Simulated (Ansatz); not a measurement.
Read the following structure.

```cif
data_structure
_symmetry_space_group_name_H-M 'P 1'
_symmetry_Int_Tables_number 1
_cell_length_a 4.2183
_cell_length_b 4.2183
_cell_length_c 5.8328
_cell_angle_alpha 90.000
_cell_angle_beta 90.000
_cell_angle_gamma 120.000
_cell_volume 89.88
loop_
_atom_site_label
_atom_site_type_symbol
_atom_site_fract_x
_atom_site_fract_y
_atom_site_fract_z
_atom_site_occupancy
Cd1 Cd 0.00000 0.00000 0.49385 1
S1 S 0.66667 0.33333 0.50615 1
```

### What would you see if this were drawn?

The stoichiometry is CdS. Content of the cell: 1 Cd, 1 S (Z = 1). The polyhedra are CdS3 triangles; they share corners. Cd bonds to three S in a trigonal planar arrangement at 2.44 Å. S is linked to three Cd in a trigonal planar arrangement at 2.44 Å. The bonds build CdS layers parallel to (001).

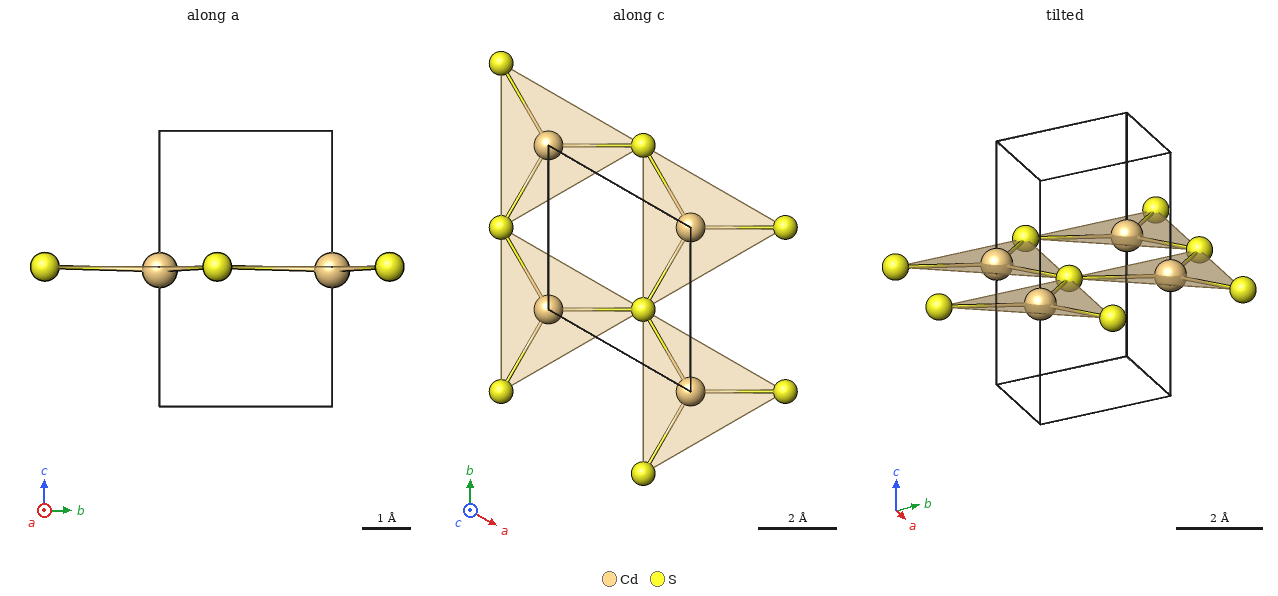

Structure drawing (polyhedral), viewed along the a axis, along the c axis and slightly off an axis. The wireframe shows the simulation cell. Some neighbours outside the box are added.

The structure comes from a structure listed in the Materials Project. The cell was then strained or its atoms displaced on purpose. An electronic-structure calculation with Ansatz was run on it.
